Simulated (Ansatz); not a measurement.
# Ti(001) (P6_3/mmc bulk, 4 atomic planes (those closer than 0.6 Å count as one), 7 Å) with one Ti vacancy in a 2 × 2 cell: simulated STM

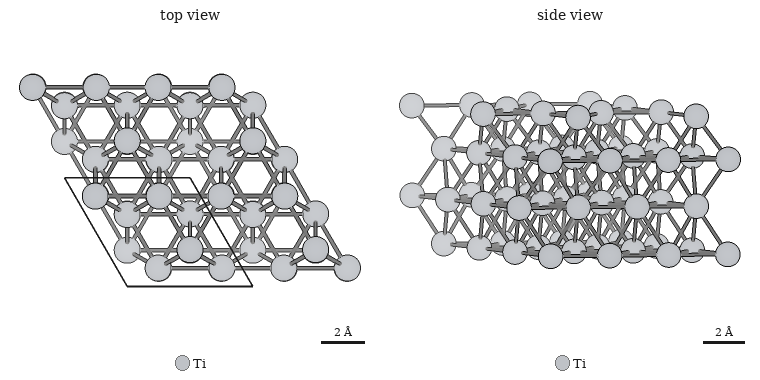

The relaxed structure from above and from the side.

Computed with Ansatz, DFT PBE, scalar-relativistic, plane waves, PAW. Cutoff 420 eV, 12 × 12 k-points, Gaussian smearing 0.1 eV, dipole correction. The slab is a cut without reconstruction beyond its cell, at the source's lattice constants, with its lower half held fixed and the rest relaxed. The defects repeat every 5.9 Å and interact, so states at the Fermi level and the work function belong to this dense array. No spin polarisation.

Tersoff–Hamann simulation (s-wave tip); biases are sample biases. Bias windows are sharp sums over the levels of the k mesh.

```yaml
crystal:
  lattice:
    - [5.90000, 0.00000, 0.00000]
    - [-2.95000, 5.10955, 0.00000]
    - [0.00000, 0.00000, 27.02900]
  atoms:
    - { symbol: Ti, position: [0.33333, 0.16667, 0.36997] }
    - { symbol: Ti, position: [0.33333, 0.66667, 0.36997] }
    - { symbol: Ti, position: [0.83333, 0.16667, 0.36997] }
    - { symbol: Ti, position: [0.83333, 0.66667, 0.36997] }
    - { symbol: Ti, position: [0.16667, 0.33333, 0.45666] }
    - { symbol: Ti, position: [0.16667, 0.83333, 0.45666] }
    - { symbol: Ti, position: [0.66667, 0.33333, 0.45666] }
    - { symbol: Ti, position: [0.66667, 0.83333, 0.45666] }
    - { symbol: Ti, position: [0.33085, 0.16915, 0.54496] }
    - { symbol: Ti, position: [0.33085, 0.66171, 0.54496] }
    - { symbol: Ti, position: [0.83829, 0.16915, 0.54496] }
    - { symbol: Ti, position: [0.83333, 0.66667, 0.54332] }
    - { symbol: Ti, position: [0.16097, 0.83049, 0.62208] }
    - { symbol: Ti, position: [0.66951, 0.33903, 0.62208] }
    - { symbol: Ti, position: [0.66951, 0.83049, 0.62208] }
```

The last single point, restarted from the relaxation's density, took 120 s on 4 threads of Intel(R) Xeon(R) Platinum 8259CL CPU @ 2.50GHz (Skylake/Cascade Lake) (shared host), peak memory 3.5 GiB.

## 1. The defect in the image

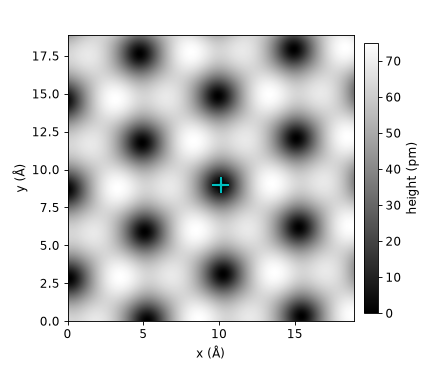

Constant-current image at a set point of 3.0 × 10⁻⁴ e/Å³, sample bias +0.25 V, of Ti(001) (P6_3/mmc bulk, 4 atomic planes (those closer than 0.6 Å count as one), 7 Å) with one defect or adsorbate in every 2 × 2 cell; the cross marks its site, and a white outline, where drawn, is that cell.

The feature is a Ti vacancy. How does it appear?

Answer. Its site appears as a dip 75 pm below the bright spots that ring it, and 68 pm below the mean of the area farther than 2.7 Å from it. The brightest spots lie over points 1.7 Å to the side of the top Ti atoms and the sites above the Ti atoms 2.1 Å below the top plane away from the vacancy; the darkest points are over the vacancy.

## 2. One image

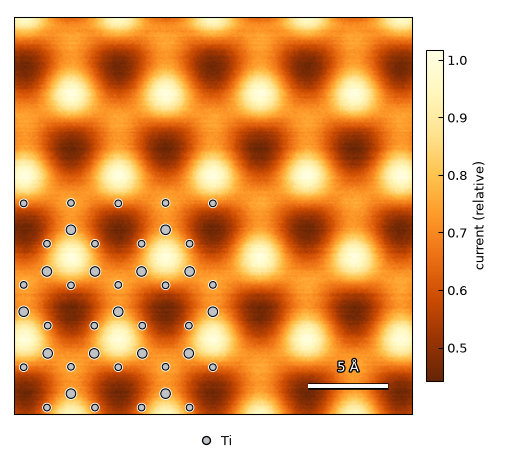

Constant-height image 4.5 Å above the topmost atom of this surface, sample bias −0.50 V. The atoms seen from above are drawn over one corner (deeper ones smaller). Noise was added to mimic a scan.

Assign the bright and dark features to the surface structure.

Answer. The brightest spots lie over points 1.7 Å to the side of the top Ti atoms; the darkest points are over the vacancy. The brightest point carries 2.2 times the current of the darkest.

## 3. Approach curves

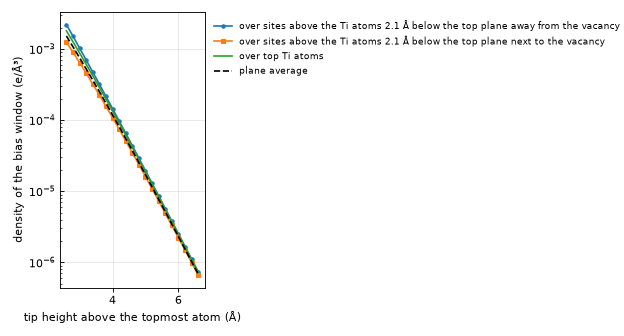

Approach curves over this surface at a sample bias of +0.25 V.

Estimate the decay constant and the apparent barrier, and compare with the vacuum level, which the run puts 3.74 eV above zero bias.

Answer. Near 4 Å the plane average falls as exp(−1.90 z/Å), a factor of 6.7 per ångström, which gives an apparent barrier of 3.4 eV (0.952 eV Å² times the slope squared). The upper edge of the window lies 3.49 eV under the vacuum level. The curve is still bending at 4 Å, since the potential hasn't yet risen to the vacuum level: further out the slope reaches 2.02 per Å, an apparent barrier of 3.9 eV. That far value is above 3.49 eV.

## 4. States by depth

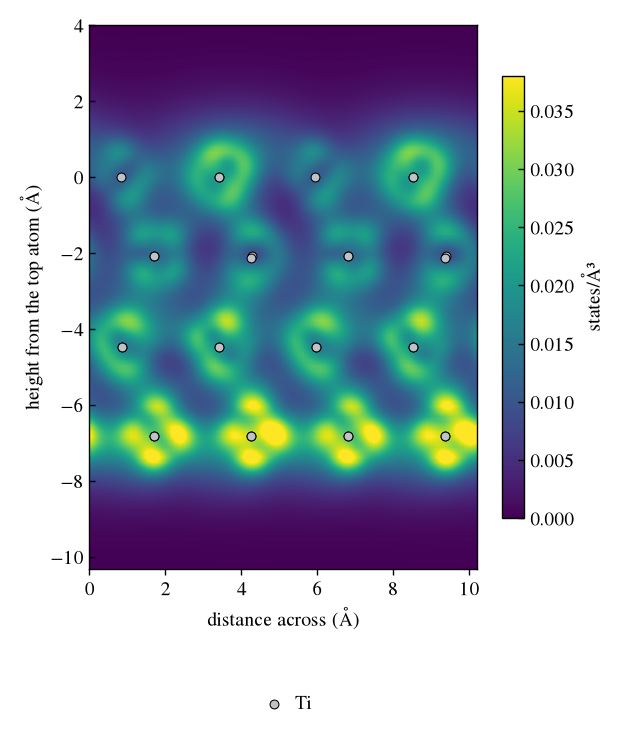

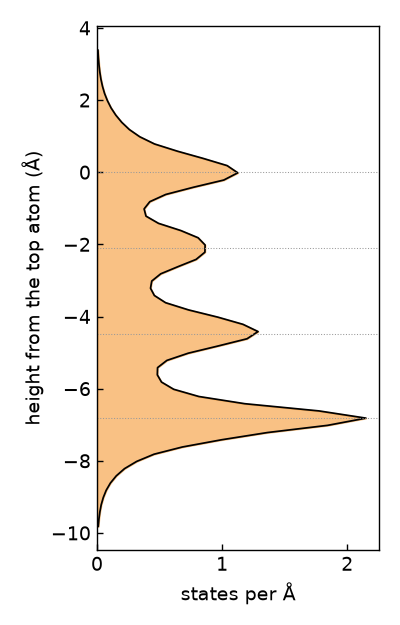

Density of all states between +0.25 and +0.50 eV (zero: the Fermi level) of this surface: side view, averaged along the second cell vector, and the full density summed over planes, the part near the nuclei included (dotted lines mark the atomic planes).

The first picture shows the smooth PAW orbitals' density alone, which lacks about 31 % of these states' charge, near the nuclei; the shares below count all of it.

How is this energy window spread over the atomic planes?

Answer. The window holds 7.7 states per cell. Shares by plane (space cut midway between planes), top to bottom: Ti (3 atoms) 22 %, Ti (4 atoms) 17 %, Ti (4 atoms) 25 %, Ti (4 atoms) 35 %; the outer planes' shares include the vacuum, and density in a gap between layers is shared out between the planes on either side.

## 5. Bias series

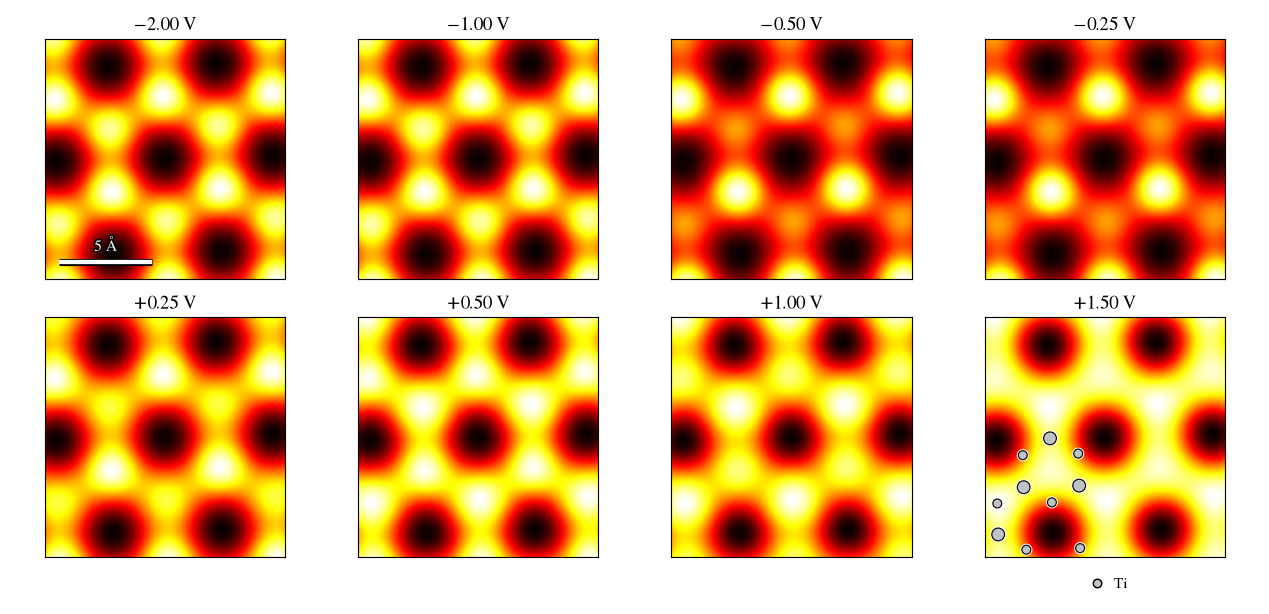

Constant-height images of this surface at 8 sample biases, each on its own colour scale; the last has the atoms seen from above drawn over one corner (deeper ones smaller).

How do the images change with bias?

Answer.
```csv
bias,height (Å),bright/dark,brightest over
−2.00 V,3.5,2.5,points 1.7 Å to the side of the top Ti atoms and sites above the Ti atoms 2.1 Å below the top plane away from the vacancy
−1.00 V,3.5,2.6,points 1.7 Å to the side of the top Ti atoms and sites above the Ti atoms 2.1 Å below the top plane away from the vacancy
−0.50 V,3.5,3.1,points 1.7 Å to the side of the top Ti atoms
−0.25 V,3.5,2.7,points 1.7 Å to the side of the top Ti atoms
+0.25 V,3.5,3.2,points 1.7 Å to the side of the top Ti atoms
+0.50 V,3.5,2.7,sites above the Ti atoms 2.1 Å below the top plane away from the vacancy and points 1.7 Å to the side of the top Ti atoms
+1.00 V,3.5,2.4,sites above the Ti atoms 2.1 Å below the top plane away from the vacancy
+1.50 V,3.5,2.5,sites above the Ti atoms 2.1 Å below the top plane away from the vacancy and points 1.7 Å to the side of the top Ti atoms
```

The slab has states at the Fermi level, so this model gives a current down to small biases. Its work function (top face) is 3.74 eV.
